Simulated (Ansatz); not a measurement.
# Band-structure calculation, with input and output: BAs

BAs (F-43m, 2 atoms in the cell), computed with DFT, PBE, PAW with Ansatz's default frozen-core files, scalar-relativistic, no spin polarisation (Ansatz 0.2.0).

The structure derives from an entry of the Crystallography Open Database. It belongs to a series of runs on one base structure; here: PAW files in place of LAPW. Figures and captions count atoms from 1; the log counts them from 0 in places.

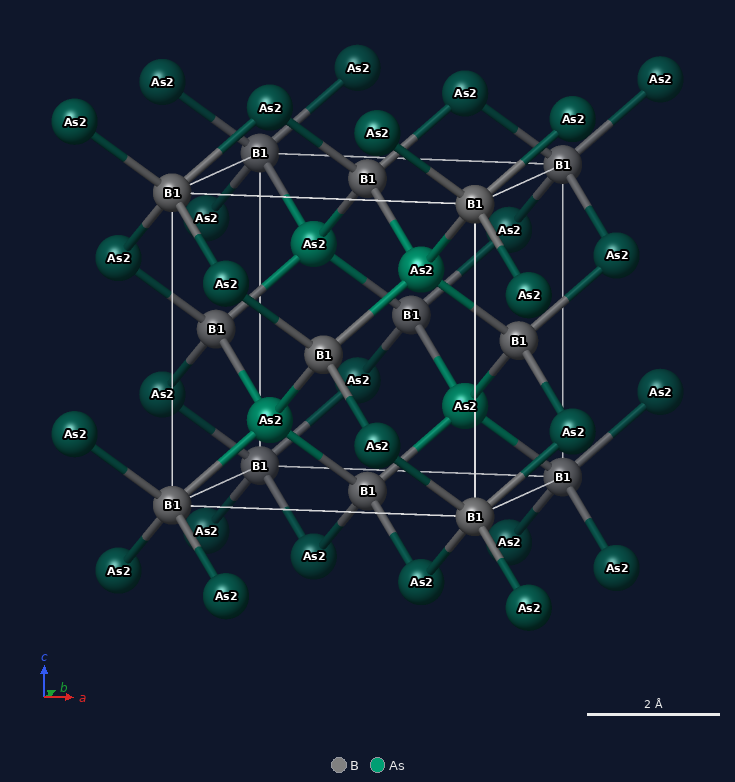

*The structure as given in the input (ball-and-stick view of the cell 4 times as large as that of the calculation, set on its symmetry axes, seen slightly off an axis; neighbours outside the cell are drawn fainter; atoms are numbered from 1 in the order of the input).*

Near neighbours in the crystal (not all of them lie inside the picture): B has 4 As at 2.07 Å; As has 4 B at 2.07 Å.

## Input file
```yaml
crystal:
  lattice:
    - [0.0, 2.3885, 2.3885]
    - [2.3885, 0.0, 2.3885]
    - [2.3885, 2.3885, 0.0]
  atoms:
    - { symbol: B, position: [0.0, 0.0, 0.0] }
    - { symbol: As, position: [0.75, 0.75, 0.75] }
kpoints:
  mp_grid: { grid: [15, 15, 15] }
  band_path:
    path:
      - [0.0, 0.0, 0.0]
      - [-0.5, -0.5, 0.0]
      - [-0.375, -0.375, 0.25]
      - [-0.375, 0.0, 0.375]
      - [0.0, 0.0, 0.0]
      - [0.0, 0.0, 0.5]
      - [-0.5, -0.25, 0.25]
      - [-0.5, -0.5, 0.0]
    npoints: 14
scf:
  occupations: { method: fermi_dirac, width: 0.03 }
hamiltonian:
  xc: pbe
  pseudopotentials: { kind: paw }
output:
  forces: true
  stress: true
  eigenvalues: true
  efg: { contact_densities: true }
  populations: true
  bader: true
  dos: { projected: true, de: 0.2, e_range: [-14, 8] }
  write_density: true
  write_potential: true
  elf: true
  volumetric_format: npy
```

Launch command:
```bash
ansatz run input.yaml --threads 1 --pin off --max-ram 3072MiB --backend cpu --events-out ev --progress --plain --runs-dir out
```

## What the program printed
```
Engine: ansatz 0.2.0, x86_64-unknown-linux-gnu
Pseudopotentials: kind: paw
Pseudopotential: B, paw, valence charge 3, recommended cutoff 420 eV (normal), B.paw.azcp
Pseudopotential: As, paw, valence charge 15, recommended cutoff 420 eV (normal), As.paw.azcp
Functional definition: PBE
  parameter kappa = 0.804
  parameter beta = 0.06672455060314922
  exchange = pbe_x(kappa = kappa, mu = beta*pi^2/3)
  correlation = pbe_c(beta = beta)
Crystal: 2 atoms, lattice volume = 27.252 Å³
Basis set: ecut = 420 eV, 531 PW (Γ), exchange–correlation on 48×48×48 points (8 copies of the dense FFT grid, shifted against one another)
Bands: 13, of which v1, the nominal top of the filled ones, is band 9 counted from 1 (8 counted from 0)
Symmetry: 24 space group operations
Space group: F-43m (ITA 216), of the structure as read, at distance tolerance 3.0e-5 Å
k-points: 120 of 3375 (time reversal used)
Non-local potential: B, projectors of the file, l = 0: 2, l = 1: 2, l = 2: 1
Non-local potential: As, projectors of the file, l = 0: 2, l = 1: 2, l = 2: 3, l = 3: 1
PAW form: soft (Blöchl's): semilocal exchange-correlation on the pseudo side does not see the compensation charge
PAW one-centre angular grid: B, 110 points (default); XC on 64 Gauss nodes
PAW one-centre angular grid: As, 590 points (default); XC on 64 Gauss nodes
Initial density: superposition of atomic densities (neutral atoms: chi_scale 0, normalization atom), corrected by the library's trained network
Initial wavefunctions: pseudopotential atomic-orbital guess
Functional: x = pbe(κ = 0.804, μ = 0.2195149727645171), c = pbe(β = 0.06672455060314922)
SCF iter   1: F=—  HF=-5012.100510 eV  |F-HF|=—  |Δ(HF+E_count)|=         —  Δρ=7.98e-4  dr2=1.03e-4  ethr=1.77e-3  ⟨swp⟩=5.9  Hψ=8780  notcnv=0
preconditioner: auto → none  [insulator: Δε(μ)=1.185 eV  Ē_g=12.414 eV  σ=0.030 eV  W_gap=1.00  n_scr=8 (ndim 8)  ℏωp=20.1 eV  f_vac=0.001  D(μ)=0.00/eV (n_scr^D=0)  ε∞_Penn≈3.6]
SCF iter   2: F=—  HF=-5012.100600 eV  |F-HF|=—  |Δ(HF+E_count)|=   8.95e-5  Δρ=4.46e-4  dr2=3.26e-5  ethr=5.72e-7  ⟨swp⟩=2.9  Hψ=3831  notcnv=0
SCF iter   3: F=—  HF=-5012.100624 eV  |F-HF|=—  |Δ(HF+E_count)|=   2.46e-5  Δρ=2.48e-4  dr2=5.61e-6  ethr=1.81e-7  ⟨swp⟩=2.3  Hψ=2474  notcnv=0
SCF iter   4: F=—  HF=-5012.100648 eV  |F-HF|=—  |Δ(HF+E_count)|=   2.43e-5  Δρ=4.84e-5  dr2=7.88e-7  ethr=3.12e-8  ⟨swp⟩=2.4  Hψ=2629  notcnv=0
iter 5 did not close the SCF: its close was put off for the readings that it lacked (scf_convergence_deferred on its scf_iter line)
SCF iter   5: F=-5012.100648 eV  HF=-5012.100648 eV  |F-HF|=4.19e-8  |Δ(HF+E_count)|=   1.78e-7  Δρ=1.48e-5  dr2=6.27e-8  ethr=4.38e-9  ⟨swp⟩=2.0  Hψ=2624  notcnv=0
SCF iter   6: F=-5012.100648 eV  HF=-5012.100648 eV  |F-HF|=1.21e-8  |Δ(HF+E_count)|=   5.29e-9  Δρ=5.65e-6  dr2=7.84e-9  ethr=3.48e-10  ⟨swp⟩=5.3  Hψ=7571  notcnv=0
SCF 1 converged in 6 iterations: F = -5012.100648 eV  dr2 = 7.84e-9
  greatest PAW one-centre occupation: 0.999 electrons in one spin orbital (limit 2), on the As atom at site 1 (counted from 0), in its partial waves of l = 2
NSCF: frozen V_eff on 99 k-points
SCF converged after 6 iterations
Free energy (F): -5012.100648 eV
Harris-Foulkes:  -5012.100648 eV  (|F-HF|=1.21e-8)
Internal energy: -5012.100648 eV  (E = F + TS)
E sigma→0 (E₀):  -5012.100648 eV
Fermi energy:    11.707799 eV
--- Per-component energies (eV) ---
  E_band       = -210.291990
  E_kinetic    = 152.074606
  E_local      = -1693.913444  (includes V_loc(G=0)·N_el)
  E_nonlocal   = -657.791584
  E_hartree    = 940.031294
  E_xc         = -111.431525
  E_vxc        = -117.663176  (∫ρ·V_xc dr)
  E_paw        = -1915.295005  (= ΣΔE_a)
  E_vpaw       = 226.942710  (= ΣTr[D̂ρ^β])
  E_aug_tail   = 0.000007  (compensation charges beyond the density's cutoff)
  E_ewald      = -1725.774997
  E_smearing   = -0.000000  (= −TS)
  E_closure    = 0.000000  (closes the sum)
  Σ components = -5012.100648   (vs F -5012.100648, Δ=0.00e0)
--- Forces (eV/Å), atoms counted from 1 ---
  atom   1  B     -0.00000000     0.00000000     0.00000000
  atom   2  As     0.00000000     0.00000000     0.00000000
  max |Σ_I F_I| component: 5.55e-16 eV/Å
--- Stress (GPa, compression-positive) ---
        2.770951      -0.000000      -0.000000
        0.000000       2.770951       0.000000
        0.000000       0.000000       2.770951
  P = ⅓ Tr σ = 2.7710 GPa (27.710 kbar)
--- PAW observables at the nuclei: V_zz in 10²¹ V/m², potentials from the cell's mean, atoms counted from 1 ---
  atom   1  B  V_zz =    -0.000000   η = 0.0000   by run symmetry: forbidden
            electrostatic potential = -326.801858 V   contact ρ = 486.289883 e/Å³
  atom   2  As V_zz =    -0.000000   η = 0.0000   by run symmetry: forbidden
            electrostatic potential = -4516.290910 V   contact ρ = 235480.811641 e/Å³
--- Band table (eV; the first three rows and the last of 120) ---
  k-point 0: bands = ["-24.6855", "-24.6855", "-24.6855", "-24.6632", "-24.6632", "-4.2777", "11.1256", "11.1256", "11.1256", "14.4066", "14.4066", "14.4066", "15.7991"]
  k-point 1: bands = ["-24.6853", "-24.6851", "-24.6851", "-24.6631", "-24.6631", "-4.2046", "10.4147", "10.9804", "10.9804", "14.5376", "14.5977", "14.5977", "16.2096"]
  k-point 2: bands = ["-24.6849", "-24.6842", "-24.6842", "-24.6631", "-24.6631", "-3.9866", "8.9663", "10.6403", "10.6403", "14.5055", "15.0461", "15.0461", "17.2183"]
  k-point 119: bands = ["-24.6823", "-24.6780", "-24.6700", "-24.6658", "-24.6601", "0.0145", "3.0893", "5.4825", "6.2222", "15.9597", "17.1317", "18.0286", "18.5570"]
--- Löwdin populations: 2 sites ---
  site symbol       q [e]
     0      B      3.5943
     1     As     14.3678
  spilling = 0.002106 (of n_electrons = 18.000000)
--- Bader charges: 2 sites ---
  site symbol  charge [e]  shift [e]
     0      B      0.1258     0.0154
     1     As     -0.1258     0.0154
  estimated error of the sums over rays = 3.7e-4 e
```

## File dos.tsv
```
# E-E_F[eV]	g_bin_mean(E)[states/eV]	N(E)
# format = ansatz-dos/2
# fermi_ev = 11.707799
# fermi_mp_grid = 15 15 15
# fermi_mp_shift = 0 0 0
# g_bin_mean(E): the states in a bin one row spacing wide, centred on E, divided by that spacing. States that the method places at a single energy (under output.dos.method: tetrahedron, those of a tetrahedron whose four corners have one energy) are counted whole in the row whose bin holds that energy (on the edge of two bins, in the lower row). The sum of g_bin_mean over a run of rows, times the row spacing, is the number of states from half a spacing under the first of them to half a spacing over the last (a plain sum, not the trapezoid rule).
-14.000000	4.109070e-1	1.048869e1
-13.800000	4.506384e-1	1.057471e1
-13.600000	4.994274e-1	1.066939e1
-13.400000	5.663836e-1	1.077530e1
-13.200000	6.916616e-1	1.089808e1
-13.000000	7.988635e-1	1.105336e1
-12.800000	7.562904e-1	1.120877e1
-12.600000	7.362877e-1	1.135690e1
-12.400000	7.110752e-1	1.150227e1
-12.200000	7.065213e-1	1.164305e1
-12.000000	7.390389e-1	1.178675e1
-11.800000	6.823040e-1	1.195424e1
-11.600000	7.948467e-3	1.200000e1
-11.400000	0.000000e0	1.200000e1
-11.200000	0.000000e0	1.200000e1
-11.000000	0.000000e0	1.200000e1
-10.800000	0.000000e0	1.200000e1
-10.600000	0.000000e0	1.200000e1
-10.400000	0.000000e0	1.200000e1
-10.200000	0.000000e0	1.200000e1
-10.000000	0.000000e0	1.200000e1
-9.800000	0.000000e0	1.200000e1
-9.600000	0.000000e0	1.200000e1
-9.400000	0.000000e0	1.200000e1
-9.200000	1.554099e-1	1.201062e1
-9.000000	4.012052e-1	1.206274e1
-8.800000	8.645850e-1	1.218228e1
-8.600000	1.803385e0	1.245262e1
-8.400000	9.990130e-1	1.275534e1
-8.200000	6.998092e-1	1.292102e1
-8.000000	5.550756e-1	1.304226e1
-7.800000	4.756198e-1	1.314516e1
-7.600000	3.973520e-1	1.323189e1
-7.400000	3.591539e-1	1.330704e1
-7.200000	3.259141e-1	1.337555e1
-7.000000	2.819275e-1	1.343652e1
-6.800000	2.563013e-1	1.348973e1
-6.600000	2.970067e-1	1.353975e1
-6.400000	5.989087e-1	1.362916e1
-6.200000	9.051588e-1	1.378422e1
-6.000000	8.495377e-1	1.396425e1
-5.800000	7.623067e-1	1.412150e1
-5.600000	7.638548e-1	1.427352e1
-5.400000	8.293465e-1	1.443541e1
-5.200000	8.342012e-1	1.459863e1
-5.000000	8.972162e-1	1.477019e1
-4.800000	1.029438e0	1.496277e1
-4.600000	1.191052e0	1.518710e1
-4.400000	1.154592e0	1.542307e1
-4.200000	1.128738e0	1.565089e1
-4.000000	1.093534e0	1.587379e1
-3.800000	1.058825e0	1.608803e1
-3.600000	1.050375e0	1.629941e1
-3.400000	1.010766e0	1.650571e1
-3.200000	9.869911e-1	1.670514e1
-3.000000	9.567254e-1	1.690000e1
-2.800000	9.503467e-1	1.708926e1
-2.600000	9.226738e-1	1.727823e1
-2.400000	7.771498e-1	1.745452e1
-2.200000	5.680057e-1	1.758481e1
-2.000000	4.598764e-1	1.768630e1
-1.800000	3.749071e-1	1.776985e1
-1.600000	3.052856e-1	1.783734e1
-1.400000	2.514337e-1	1.789248e1
-1.200000	1.970859e-1	1.793770e1
-1.000000	1.416533e-1	1.797198e1
-0.800000	7.387477e-2	1.799326e1
-0.600000	4.381478e-3	1.800000e1
-0.400000	0.000000e0	1.800000e1
-0.200000	0.000000e0	1.800000e1
0.000000	0.000000e0	1.800000e1
0.200000	0.000000e0	1.800000e1
0.400000	0.000000e0	1.800000e1
0.600000	4.946545e-3	1.800000e1
0.800000	1.028389e-1	1.800782e1
1.000000	2.160487e-1	1.804081e1
1.200000	3.140376e-1	1.809346e1
1.400000	4.077483e-1	1.816657e1
1.600000	4.708683e-1	1.825449e1
1.800000	5.412862e-1	1.835561e1
2.000000	6.183005e-1	1.847132e1
2.200000	7.408645e-1	1.860457e1
2.400000	9.927630e-1	1.877493e1
2.600000	1.470079e0	1.901277e1
2.800000	1.724337e0	1.935591e1
3.000000	1.302856e0	1.966016e1
3.200000	1.213258e0	1.989944e1
3.400000	8.586220e-1	2.012599e1
3.600000	5.986771e-1	2.025540e1
3.800000	6.372452e-1	2.037784e1
4.000000	9.833811e-1	2.051745e1
4.200000	1.543893e0	2.080093e1
4.400000	1.651481e0	2.111088e1
4.600000	1.562270e0	2.143904e1
4.800000	1.167151e0	2.171725e1
5.000000	9.883678e-1	2.192523e1
5.200000	9.885520e-1	2.212460e1
5.400000	1.052392e0	2.231777e1
5.600000	1.065864e0	2.253777e1
5.800000	9.960496e-1	2.274393e1
6.000000	1.071867e0	2.294511e1
6.200000	1.197953e0	2.318041e1
6.400000	1.119496e0	2.341076e1
6.600000	1.000607e0	2.362455e1
6.800000	9.249942e-1	2.381145e1
7.000000	8.690074e-1	2.400165e1
7.200000	6.818040e-1	2.414882e1
7.400000	6.670968e-1	2.428254e1
7.600000	6.947567e-1	2.441757e1
7.800000	7.617808e-1	2.456280e1
8.000000	8.855179e-1	2.472409e1
```

## File populations.tsv
```
# site	symbol	l	j	q
# orbitals = lowdin
# n_electrons = 18.000000
# spilling = 0.002106
0	B	0_2S	-	0.922434
0	B	1_2P	-	2.671893
1	As	0_4S	-	1.304142
1	As	1_4P	-	3.069689
1	As	2_3D	-	9.993931
```

## File rho_z.tsv
```
# z_ang	rho[e/angstrom^3]
# format = ansatz-planar-average/11
# lattice	0.000000000	2.388500000	2.388500000
# lattice	2.388500000	0.000000000	2.388500000
# lattice	2.388500000	2.388500000	0.000000000
# sites	2
# site	5	0.000000000	0.000000000	0.000000000
# site	33	3.582750000	3.582750000	3.582750000
0.000000	4.552498e-1
0.140744	3.768999e-1
0.281487	3.229814e-1
0.422231	2.804814e-1
0.562975	2.446564e-1
0.703719	2.151390e-1
0.844462	1.929849e-1
0.985206	1.792858e-1
1.125950	1.745905e-1
1.266693	1.789094e-1
1.407437	1.926882e-1
1.548181	2.201582e-1
1.688925	2.753844e-1
1.829668	3.876271e-1
1.970412	5.970656e-1
2.111156	9.272555e-1
2.251899	1.338209e0
2.392643	1.705216e0
2.533387	1.874701e0
2.674131	1.773443e0
2.814874	1.466302e0
2.955618	1.099043e0
3.096362	7.910758e-1
3.237105	5.824316e-1
```

## File v_z.tsv
```
# z_ang	v_es[eV]	v_tot[eV]
# format = ansatz-planar-average/11
# xc	pbe
# density_cutoff_ev	1680
# datasets	B=:simpson_from_first_knot:soft	As=:simpson_from_first_knot:soft
# lattice	0.000000000	2.388500000	2.388500000
# lattice	2.388500000	0.000000000	2.388500000
# lattice	2.388500000	2.388500000	0.000000000
# sites	2
# site	5	0.000000000	0.000000000	0.000000000
# site	33	3.582750000	3.582750000	3.582750000
0.000000	7.202445e-1	-1.122945e1
0.140744	2.094239e0	-9.313979e0
0.281487	4.119542e0	-6.654708e0
0.422231	6.333030e0	-3.802337e0
0.562975	8.393135e0	-1.169353e0
0.703719	1.010549e1	1.043780e0
0.844462	1.128662e1	2.627300e0
0.985206	1.187870e1	3.489340e0
1.125950	1.200350e1	3.743247e0
1.266693	1.169284e1	3.411617e0
1.407437	1.085235e1	2.395586e0
1.548181	9.630974e0	8.587068e-1
1.688925	8.416789e0	-7.969016e-1
1.829668	7.558123e0	-2.227328e0
1.970412	7.176260e0	-3.284349e0
2.111156	7.159944e0	-3.987347e0
2.251899	7.273787e0	-4.487756e0
2.392643	7.267944e0	-4.999346e0
2.533387	6.848482e0	-5.798105e0
2.674131	5.794935e0	-7.088580e0
2.814874	4.187796e0	-8.778727e0
2.955618	2.412723e0	-1.049324e1
3.096362	9.802307e-1	-1.173249e1
3.237105	3.339873e-1	-1.205281e1
```

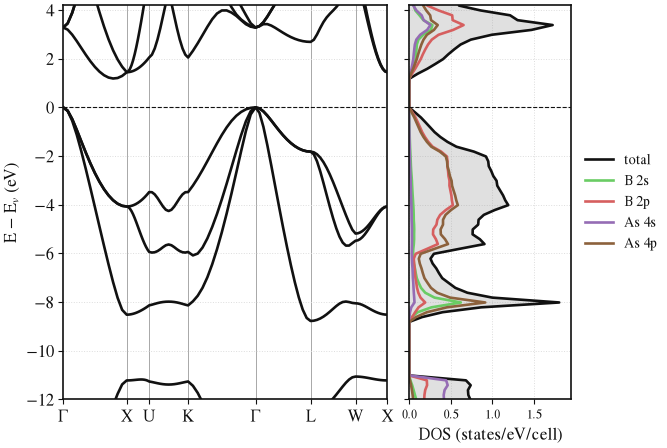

*Band structure along Γ–X–U–K–Γ–L–W–X and density of states (projected on Löwdin-orthogonalised atomic shells), with energies from the valence-band top.*

There is a gap of 1.19 eV on this path, indirect, from Γ to between Γ and X.

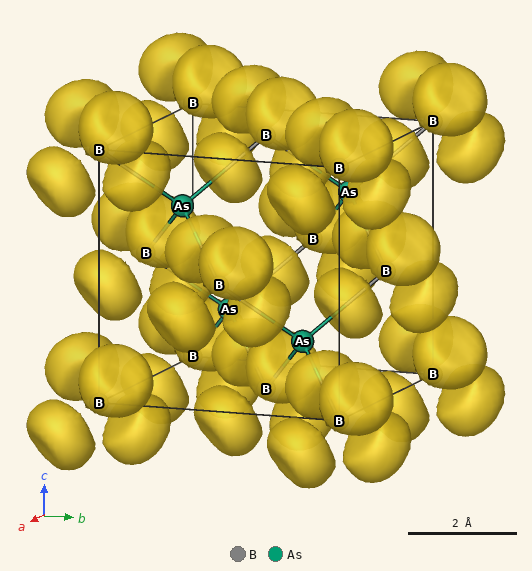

*Isosurface of the electron localisation function at 0.65 (yellow), seen slightly off an axis. Core shells and regions of very low density are left out. Sticks mark near contacts. The outline is the cell set on symmetry axes.*

Profiles from the grid: B–As (2.07 Å): the ELF peaks at about 0.90 between the atoms, which marks a covalent bond. The fields are those of the smooth PAW valence density.

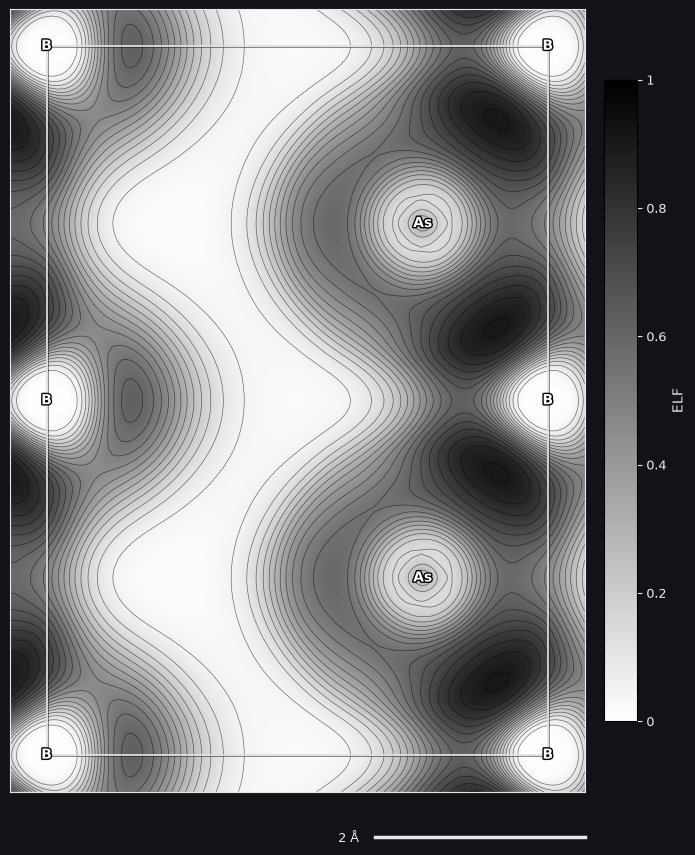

*Electron localisation function on the (101) plane of the conventional cell.*

B–As (2.07 Å): the ELF peaks at about 0.90 between the atoms, which marks a shared electron pair.

## Results in brief

| quantity | value |
| --- | --- |
| outcome | converged |
| space group (tolerance 0.01 Å) | F-43m (216) |
| electrons treated | 18 |
| free energy | −5012.1006 eV |
| Fermi energy | 11.708 eV |
| gap on the k-point mesh | 1.18 eV |
| pressure | 2.77 GPa |
| field gradient V_zz (10²¹ V/m²) | zero at all sites |
| largest force (length of the vector) | under 0.001 eV/Å |
| hardware | 1 thread of Intel Xeon (Sapphire Rapids), 64 GiB of memory available, shared host |
| wall time | 21 s |
| peak memory | 0.44 GiB |
